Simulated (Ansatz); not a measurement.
Run report: HfN, band-structure calculation

The run: band-structure calculation of HfN (2 atoms in the cell). Method and program: DFT, PBE, PAW with Ansatz's default frozen-core files, scalar-relativistic, no spin polarisation (Ansatz 0.2.0).

It belongs to a series of runs on one base structure; here: volume scaled by 0.55, PAW files. Figures and captions count atoms from 1; the log counts them from 0 in places.

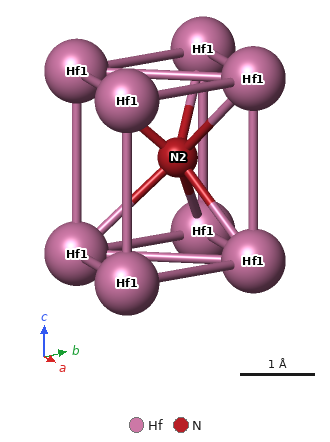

Figure 1. The structure (ball-and-stick view of the cell of the calculation, seen slightly off an axis; atoms are numbered from 1 in the order of the input). Near neighbours in the crystal (not all of them lie inside the picture): Hf has 8 Hf at 2.47 to 2.52 Å and 6 N at 1.90 Å; N has 6 Hf at 1.90 Å.

## Input
```yaml
crystal:
  lattice:
    - [2.4741260101, 0.0, 0.0]
    - [-1.2370630051, 2.1426559769, 0.0]
    - [0.0, 0.0, 2.5156553628]
  atoms:
    - { symbol: Hf, position: [0.0, 0.0, 0.0] }
    - { symbol: "N", position: [0.3333333333, 0.6666666667, 0.5] }
kpoints:
  mp_grid: { grid: [16, 16, 14] }
  band_path:
    path:
      - [0.0, 0.0, 0.0]
      - [0.5, 0.0, 0.0]
      - [0.3333333333, 0.3333333333, 0.0]
      - [0.0, 0.0, 0.0]
      - [0.0, 0.0, 0.5]
      - [0.5, 0.0, 0.5]
      - [0.3333333333, 0.3333333333, 0.5]
      - [0.0, 0.0, 0.5]
      - [0.5, 0.0, 0.5]
    npoints: 8
scf:
  occupations: { method: fermi_dirac, width: 0.1 }
hamiltonian:
  xc: pbe
  pseudopotentials: { kind: paw }
output:
  forces: true
  stress: true
  eigenvalues: true
  populations: true
  dos: { projected: true, de: 0.2, e_range: [-14, 8] }
  write_density: true
  write_potential: true
  elf: true
  volumetric_format: npy
```

Hardware: 1 thread of Intel Xeon (Sapphire Rapids), 64 GiB of memory available, shared host.

Run as:
```bash
ansatz run input.yaml --threads 1 --pin off --max-ram 2048MiB --backend cpu --events-out ev --progress --plain --runs-dir out
```

## Log
```
Engine: ansatz 0.2.0, x86_64-unknown-linux-gnu
Pseudopotentials: kind: paw
Pseudopotential: Hf, paw, valence charge 26, recommended cutoff 420 eV (normal), Hf.paw.azcp
Pseudopotential: N, paw, valence charge 5, recommended cutoff 420 eV (normal), N.paw.azcp
Functional definition: PBE
  parameter kappa = 0.804
  parameter beta = 0.06672455060314922
  exchange = pbe_x(kappa = kappa, mu = beta*pi^2/3)
  correlation = pbe_c(beta = beta)
Crystal: 2 atoms, lattice volume = 13.336 Å³
Basis set: ecut = 420 eV, 255 PW (Γ), exchange–correlation on 36×36×36 points (8 copies of the dense FFT grid, shifted against one another)
Bands: 20, of which v1, the nominal top of the filled ones, is band 16 counted from 1 (15 counted from 0)
Symmetry: 12 space group operations
Space group: P-6m2 (ITA 187), of the structure as read, at distance tolerance 2.4e-5 Å
k-points: 240 of 3584 (time reversal used)
Non-local potential: Hf, projectors of the file, l = 0: 3, l = 1: 2, l = 2: 2, l = 3: 3
Non-local potential: N, projectors of the file, l = 0: 2, l = 1: 2, l = 2: 1
PAW form: soft (Blöchl's): semilocal exchange-correlation on the pseudo side does not see the compensation charge
PAW one-centre angular grid: Hf, 590 points (default); XC on 64 Gauss nodes
PAW one-centre angular grid: N, 110 points (default); XC on 64 Gauss nodes
Initial density: superposition of atomic densities (neutral atoms: chi_scale 0, normalization atom), corrected by the library's trained network
Initial wavefunctions: pseudopotential atomic-orbital guess
Functional: x = pbe(κ = 0.804, μ = 0.2195149727645171), c = pbe(β = 0.06672455060314922)
SCF iter   1: F=—  HF=-16098.419376 eV  |F-HF|=—  |Δ(HF+E_count)|=         —  Δρ=3.55e-2  dr2=7.09e-2  ethr=1.77e-3  ⟨swp⟩=5.3  Hψ=23601  notcnv=0
preconditioner: auto → none  [metal: Δε(μ)=0.005 eV  Ē_g=22.608 eV  σ=0.100 eV  W_gap=0.01  n_scr=8 (ndim 8)  ℏωp=54.8 eV  f_vac=0.000  D(μ)=0.53/eV (n_scr^D=2)  sad-step TF]
SCF iter   2: F=—  HF=-16098.427972 eV  |F-HF|=—  |Δ(HF+E_count)|=   8.60e-3  Δρ=2.10e-2  dr2=2.93e-2  ethr=2.29e-4  ⟨swp⟩=1.7  Hψ=7630  notcnv=0
SCF iter   3: F=—  HF=-16098.438754 eV  |F-HF|=—  |Δ(HF+E_count)|=   1.08e-2  Δρ=6.33e-3  dr2=3.03e-3  ethr=9.45e-5  ⟨swp⟩=2.1  Hψ=9593  notcnv=0
SCF iter   4: F=—  HF=-16098.435685 eV  |F-HF|=—  |Δ(HF+E_count)|=   3.07e-3  Δρ=1.12e-3  dr2=6.93e-5  ethr=9.78e-6  ⟨swp⟩=2.1  Hψ=9614  notcnv=0  defer=11
SCF iter   5: F=—  HF=-16098.435708 eV  |F-HF|=—  |Δ(HF+E_count)|=   2.31e-5  Δρ=2.55e-4  dr2=3.86e-6  ethr=2.23e-7  ⟨swp⟩=2.3  Hψ=9135  notcnv=0  defer=11
SCF iter   6: F=—  HF=-16098.435727 eV  |F-HF|=—  |Δ(HF+E_count)|=   1.85e-5  Δρ=4.70e-5  dr2=8.77e-8  ethr=3.23e-10  ⟨swp⟩=10.4  Hψ=46321  notcnv=0
SCF iter   7: F=-16098.435727 eV  HF=-16098.435727 eV  |F-HF|=3.64e-12  |Δ(HF+E_count)|=   2.73e-8  Δρ=5.52e-6  dr2=1.37e-9  ethr=2.83e-10  ⟨swp⟩=9.8  Hψ=35615  notcnv=0
SCF 1 converged in 7 iterations: F = -16098.435727 eV  dr2 = 1.37e-9
  greatest PAW one-centre occupation: 0.998 electrons in one spin orbital (limit 2), on the Hf atom at site 0 (counted from 0), in its partial waves of l = 0
```

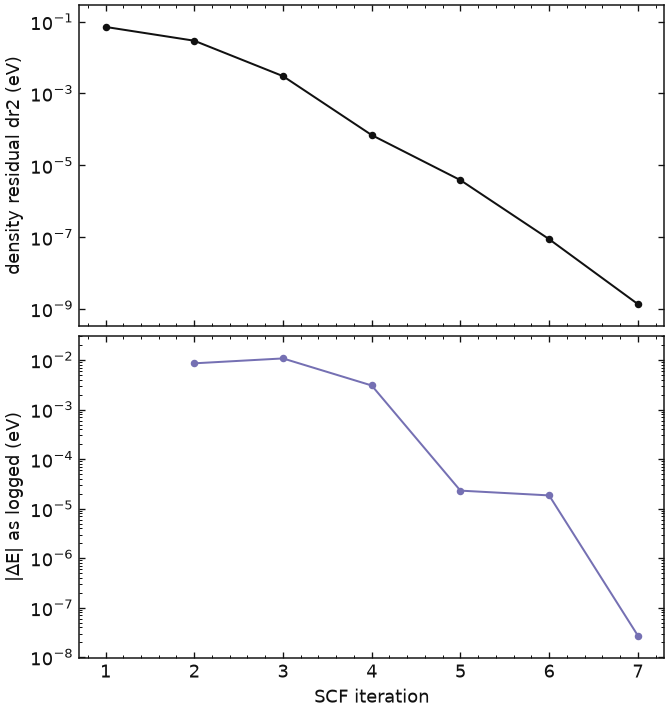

Figure 2. Convergence of the self-consistent field: density residual dr2 and size of the energy change against the SCF iteration. The residual falls at every step.

```
NSCF: frozen V_eff on 65 k-points
SCF converged after 7 iterations
Free energy (F): -16098.435727 eV
Harris-Foulkes:  -16098.435727 eV  (|F-HF|=3.64e-12)
Internal energy: -16098.417707 eV  (E = F + TS)
E sigma→0 (E₀):  -16098.426717 eV
Entropy (-TS):   -0.018020 eV (-9.010 meV/atom)
Fermi energy:    39.942185 eV
--- Per-component energies (eV) ---
  E_band       = 713.495391
  E_kinetic    = 624.149640
  E_local      = -3157.078736  (includes V_loc(G=0)·N_el)
  E_nonlocal   = -1186.684513
  E_hartree    = 1717.082590
  E_xc         = -380.076464
  E_vxc        = -369.109943  (∫ρ·V_xc dr)
  E_paw        = -7072.645481  (= ΣΔE_a)
  E_vpaw       = 1368.052297  (= ΣTr[D̂ρ^β])
  E_aug_tail   = 0.000109  (compensation charges beyond the density's cutoff)
  E_ewald      = -6643.164853
  E_smearing   = -0.018020  (= −TS)
  E_closure    = 0.000000  (closes the sum)
  Σ components = -16098.435727   (vs F -16098.435727, Δ=0.00e0)
--- Forces (eV/Å), atoms counted from 1 ---
  atom   1  Hf     0.00000000    -0.00000000    -0.00000000
  atom   2  N      0.00000000    -0.00000000     0.00000000
  max |Σ_I F_I| component: 2.96e-16 eV/Å
--- Stress (GPa, compression-positive) ---
      459.584030      -0.000000       0.000000
        0.000000     459.584030      -0.000000
        0.000000      -0.000000     459.598009
  P = ⅓ Tr σ = 459.5887 GPa (4595.887 kbar)
--- Band table (eV; the first three rows and the last of 240) ---
  k-point 0: bands = ["-21.8548", "10.3210", "11.5920", "11.5920", "20.4058", "28.9019", "29.4135", "29.4135", "29.4217", "29.4462", "29.4462", "29.6691", "34.6388", "34.7022", "34.7022", "38.8038", "47.4824", "47.8013", "47.8013", "50.0940"]
  k-point 1: bands = ["-21.8352", "9.9923", "11.6130", "11.6130", "20.7844", "28.9046", "29.3718", "29.3718", "29.3940", "29.4770", "29.4770", "29.6692", "34.6670", "34.7889", "34.7889", "38.8515", "46.8977", "46.8977", "47.5914", "50.5846"]
  k-point 2: bands = ["-21.7799", "9.1719", "11.6722", "11.6722", "21.7535", "28.9087", "29.3005", "29.3005", "29.3276", "29.5206", "29.5206", "29.6695", "34.5669", "35.0334", "35.0334", "39.1944", "45.3465", "45.3465", "47.9198", "50.8325"]
  k-point 239: bands = ["-20.4894", "7.6298", "8.1652", "8.5441", "21.5852", "27.8728", "29.1332", "29.4982", "29.5101", "29.5711", "29.5744", "29.5928", "29.8565", "34.5067", "38.5907", "42.4673", "51.9137", "52.4298", "53.9838", "54.0522"]
--- Löwdin populations: 2 sites ---
  site symbol       q [e]
     0     Hf     25.6325
     1      N      5.3134
  spilling = 0.001743 (of n_electrons = 31.000000)
```

## File dos.tsv
```
# E-E_F[eV]	g_bin_mean(E)[states/eV]	N(E)
# format = ansatz-dos/2
# fermi_ev = 39.942185
# fermi_mp_grid = 16 16 14
# fermi_mp_shift = 0 0 0
# tetrahedron_fermi_ev = 39.945776
# g_bin_mean(E): the states in a bin one row spacing wide, centred on E, divided by that spacing. States that the method places at a single energy (under output.dos.method: tetrahedron, those of a tetrahedron whose four corners have one energy) are counted whole in the row whose bin holds that energy (on the edge of two bins, in the lower row). The sum of g_bin_mean over a run of rows, times the row spacing, is the number of states from half a spacing under the first of them to half a spacing over the last (a plain sum, not the trapezoid rule).
-14.000000	1.098909e-1	9.952642e0
-13.800000	7.619310e-2	9.971549e0
-13.600000	4.354465e-2	9.983218e0
-13.400000	2.797846e-2	9.989903e0
-13.200000	2.050915e-2	9.994714e0
-13.000000	1.231918e-2	9.998029e0
-12.800000	4.501523e-3	9.999702e0
-12.600000	2.082913e-4	1.000000e1
-12.400000	0.000000e0	1.000000e1
-12.200000	0.000000e0	1.000000e1
-12.000000	2.677645e-2	1.000117e1
-11.800000	7.881979e-2	1.001203e1
-11.600000	1.542644e-1	1.003310e1
-11.400000	4.496065e-1	1.008451e1
-11.200000	1.952718e0	1.025055e1
-11.000000	7.743394e0	1.119442e1
-10.800000	1.211347e1	1.320940e1
-10.600000	1.626108e1	1.590409e1
-10.400000	2.318142e1	2.017362e1
-10.200000	7.995445e0	2.366539e1
-10.000000	1.476248e-1	2.400649e1
-9.800000	2.377118e-1	2.404352e1
-9.600000	3.208806e-1	2.409814e1
-9.400000	4.217840e-1	2.417196e1
-9.200000	5.604307e-1	2.426978e1
-9.000000	6.428024e-1	2.439205e1
-8.800000	7.106677e-1	2.452885e1
-8.600000	7.410275e-1	2.467164e1
-8.400000	9.267606e-1	2.483210e1
-8.200000	1.180787e0	2.506509e1
-8.000000	8.252514e-1	2.525466e1
-7.800000	7.976131e-1	2.541445e1
-7.600000	7.361360e-1	2.557127e1
-7.400000	6.561512e-1	2.570751e1
-7.200000	5.164218e-1	2.582772e1
-7.000000	4.792795e-1	2.592298e1
-6.800000	5.766186e-1	2.602461e1
-6.600000	1.136517e0	2.616920e1
-6.400000	1.394381e0	2.646646e1
-6.200000	1.147287e0	2.671135e1
-6.000000	9.930513e-1	2.692602e1
-5.800000	8.749399e-1	2.711109e1
-5.600000	7.617823e-1	2.727504e1
-5.400000	6.721188e-1	2.741826e1
-5.200000	6.541190e-1	2.754599e1
-5.000000	7.740244e-1	2.769093e1
-4.800000	7.122845e-1	2.784063e1
-4.600000	6.953462e-1	2.797947e1
-4.400000	9.736651e-1	2.813585e1
-4.200000	1.393527e0	2.837582e1
-4.000000	1.711165e0	2.869135e1
-3.800000	1.358146e0	2.901151e1
-3.600000	1.107474e0	2.925659e1
-3.400000	8.850454e-1	2.945046e1
-3.200000	7.916408e-1	2.961686e1
-3.000000	6.090434e-1	2.976244e1
-2.800000	3.833300e-1	2.985807e1
-2.600000	2.819123e-1	2.992346e1
-2.400000	2.498557e-1	2.997310e1
-2.200000	3.163686e-1	3.002830e1
-2.000000	4.518767e-1	3.010351e1
-1.800000	4.860998e-1	3.020214e1
-1.600000	4.318996e-1	3.029528e1
-1.400000	3.561969e-1	3.037338e1
-1.200000	3.226808e-1	3.044031e1
-1.000000	3.167692e-1	3.050357e1
-0.800000	3.305591e-1	3.056804e1
-0.600000	4.010712e-1	3.063855e1
-0.400000	5.769251e-1	3.073575e1
-0.200000	7.205763e-1	3.087794e1
0.000000	5.438240e-1	3.099807e1
0.200000	4.729304e-1	3.109883e1
0.400000	4.320739e-1	3.118847e1
0.600000	4.130346e-1	3.127282e1
0.800000	3.934974e-1	3.135354e1
1.000000	3.745193e-1	3.143032e1
1.200000	3.507433e-1	3.150297e1
1.400000	3.375353e-1	3.157132e1
1.600000	3.221446e-1	3.163738e1
1.800000	3.103267e-1	3.170070e1
2.000000	2.967272e-1	3.176144e1
2.200000	3.031786e-1	3.182043e1
2.400000	3.023076e-1	3.188192e1
2.600000	2.336351e-1	3.193749e1
2.800000	1.886094e-1	3.197803e1
3.000000	1.782215e-1	3.201439e1
3.200000	1.745559e-1	3.204943e1
3.400000	1.926299e-1	3.208510e1
3.600000	2.941380e-1	3.213277e1
3.800000	3.573342e-1	3.219824e1
4.000000	4.134949e-1	3.227661e1
4.200000	4.200674e-1	3.236041e1
4.400000	4.307891e-1	3.244517e1
4.600000	4.508922e-1	3.253291e1
4.800000	4.861553e-1	3.262645e1
5.000000	5.402344e-1	3.272773e1
5.200000	5.906358e-1	3.284327e1
5.400000	5.477057e-1	3.295823e1
5.600000	5.250525e-1	3.306438e1
5.800000	5.197748e-1	3.316882e1
6.000000	5.165622e-1	3.327238e1
6.200000	5.215736e-1	3.337586e1
6.400000	5.358200e-1	3.348146e1
6.600000	5.565960e-1	3.359043e1
6.800000	5.988612e-1	3.370479e1
7.000000	7.187335e-1	3.383399e1
7.200000	8.766457e-1	3.399697e1
7.400000	8.381731e-1	3.417249e1
7.600000	7.762394e-1	3.433221e1
7.800000	7.258921e-1	3.448231e1
8.000000	6.706748e-1	3.462173e1
```

## File populations.tsv
```
# site	symbol	l	j	q
# orbitals = lowdin
# n_electrons = 31.000000
# spilling = 0.001743
0	Hf	0_5S	-	1.859176
0	Hf	0_6S	-	0.415635
0	Hf	1_5P	-	5.880153
0	Hf	2_5D	-	3.534043
0	Hf	3_4F	-	13.943511
1	N	0_2S	-	1.226376
1	N	1_2P	-	4.087059
```

## File rho_z.tsv
```
# z_ang	rho[e/angstrom^3]
# format = ansatz-planar-average/11
# lattice	2.474126010	0.000000000	0.000000000
# lattice	-1.237063005	2.142655977	0.000000000
# lattice	0.000000000	0.000000000	2.515655363
# sites	2
# site	72	0.000000000	-0.000000000	0.000000000
# site	7	-0.000000000	1.428437318	1.257827681
0.000000	5.199860e0
0.139759	4.810399e0
0.279517	3.829095e0
0.419276	2.684503e0
0.559035	1.768179e0
0.698793	1.249518e0
0.838552	1.082758e0
0.978310	1.110577e0
1.118069	1.180450e0
1.257828	1.210833e0
1.397586	1.180450e0
1.537345	1.110577e0
1.677104	1.082758e0
1.816862	1.249518e0
1.956621	1.768179e0
2.096379	2.684503e0
2.236138	3.829095e0
2.375897	4.810399e0
```

## File v_z.tsv
```
# z_ang	v_es[eV]	v_tot[eV]
# format = ansatz-planar-average/11
# xc	pbe
# density_cutoff_ev	1680
# datasets	Hf=:simpson_from_first_knot:soft	N=:simpson_from_first_knot:soft
# lattice	2.474126010	0.000000000	0.000000000
# lattice	-1.237063005	2.142655977	0.000000000
# lattice	0.000000000	0.000000000	2.515655363
# sites	2
# site	72	0.000000000	-0.000000000	0.000000000
# site	7	-0.000000000	1.428437318	1.257827681
0.000000	1.706714e1	-2.142168e0
0.139759	1.738578e1	-1.449892e0
0.279517	1.839535e1	5.347653e-1
0.419276	2.030139e1	3.630853e0
0.559035	2.276536e1	7.035554e0
0.698793	2.465367e1	9.448854e0
0.838552	2.540468e1	1.041027e1
0.978310	2.509319e1	1.007799e1
1.118069	2.436809e1	9.217378e0
1.257828	2.404001e1	8.812118e0
1.397586	2.436809e1	9.217378e0
1.537345	2.509319e1	1.007799e1
1.677104	2.540468e1	1.041027e1
1.816862	2.465367e1	9.448854e0
1.956621	2.276536e1	7.035554e0
2.096379	2.030139e1	3.630853e0
2.236138	1.839535e1	5.347653e-1
2.375897	1.738578e1	-1.449892e0
```

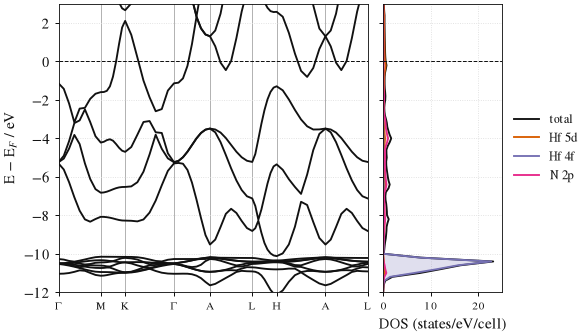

Figure 3. Band structure along Γ–M–K–Γ–A–L–H–A–L and density of states (projected on Löwdin-orthogonalised atomic shells), with energies from the Fermi level. Bands cross the Fermi level: a metal at this level of theory.

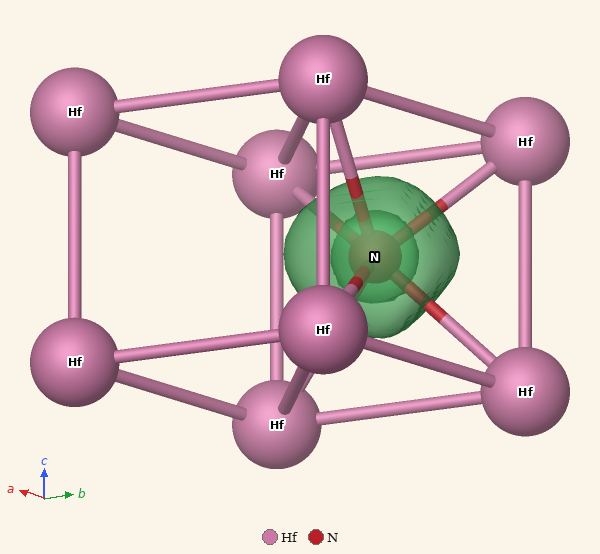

Figure 4. Isosurface of the electron localisation function at 0.65 (green), seen at an oblique angle. Core shells and regions of very low density are left out. Sticks mark near contacts. The outline is the cell set on symmetry axes. Values along the shortest contacts: Hf–N (1.90 Å): the ELF peaks at about 0.75 in the valence shell of N, 0.6 Å from its nucleus, and drops to about 0.25 between the two atoms; a polar contact without a shared pair, in a metal. Hf–Hf (2.47 Å): the ELF is about 0.15 at the midpoint; no localised pair between them. The fields are those of the smooth PAW valence density.

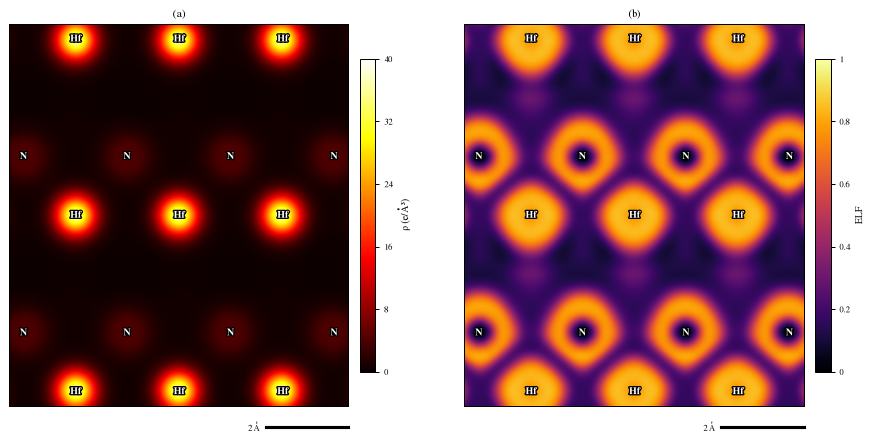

Figure 5. (a) valence electron density; (b) electron localisation function on the (110) plane of the conventional cell. Hf–N (1.90 Å): ρ at the midpoint is about 1.3 e/Å³, with its minimum of 1.2 e/Å³ about 1.0 Å from Hf; the ELF peaks at about 0.75 in the valence shell of N, 0.6 Å from its nucleus, and drops to about 0.25 between the two atoms (no shared pair; the contact is polar). Hf–Hf (2.52 Å): ρ at the midpoint is about 0.52 e/Å³; the ELF is about 0.15 at the midpoint (no shared electron pair). Away from the nuclei the density in this plane falls to 0.23 e/Å³ at its lowest. The strong features right at Hf lie inside the PAW spheres (semicore, d or f shells) and say nothing about bonding.

## Results in brief

- outcome: converged
- space group (tolerance 0.01 Å): P-6m2 (187)
- electrons treated: 31
- free energy: −16098.4357 eV
- Fermi energy: 39.942 eV
- pressure: 459.59 GPa
- electronic character: metal
- largest force (length of the vector): under 0.001 eV/Å
- wall time: 8.2 s
- peak memory: 0.44 GiB

Spin–orbit coupling is left out, which matters for Hf. The cell holds an odd number of electrons but the run has no spin polarisation, so it comes out as a metal. The cell is under a pressure of 460 GPa at this level, so it is not at its equilibrium volume.
